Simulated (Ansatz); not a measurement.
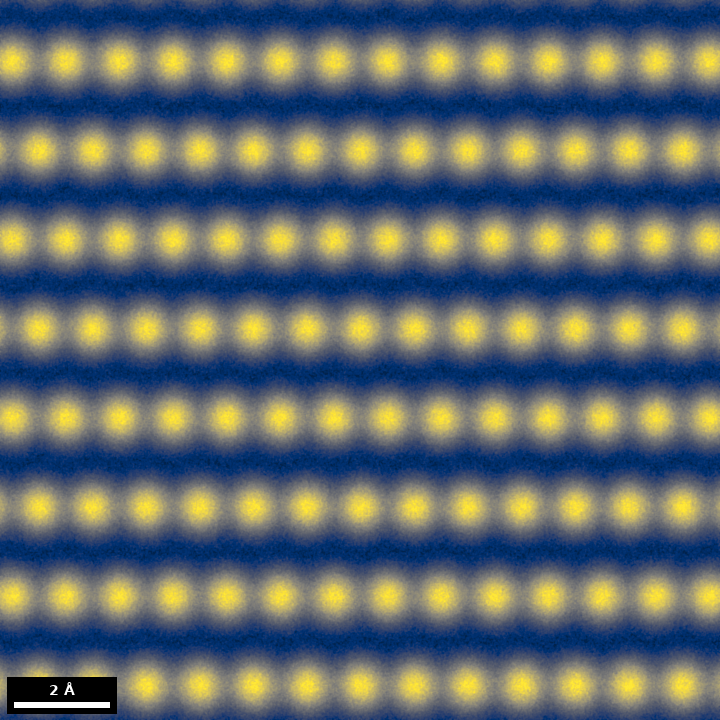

HAADF-like image of Ta. The image is simulated as a sum over atoms of Z^1.7, blurred by a 0.74 Å probe (no channelling). The display is stretched by a gamma of 0.65; percentages refer to the linear signal. Shot noise was added.

### Measure the repeat of the pattern.

The pattern repeats on a centred rectangular net of 1.1 × 3.7 Å.

### Which plane group does this projection have?

c2mm: perpendicular mirror lines on a centred net, with further twofold points between them.

### How many columns does the smallest repeating cell hold, and how many levels of brightness?

1 column in the primitive cell of 2.1 Å², all of one brightness.

The crystal is Ta (I4_1/amd, No. 141) seen along [112]. Structure used: coordinates from a relaxation with DFT r2SCAN, scalar-relativistic, plane waves, PAW (Ansatz); the starting structure was generated, so it need not be a known form of this composition.
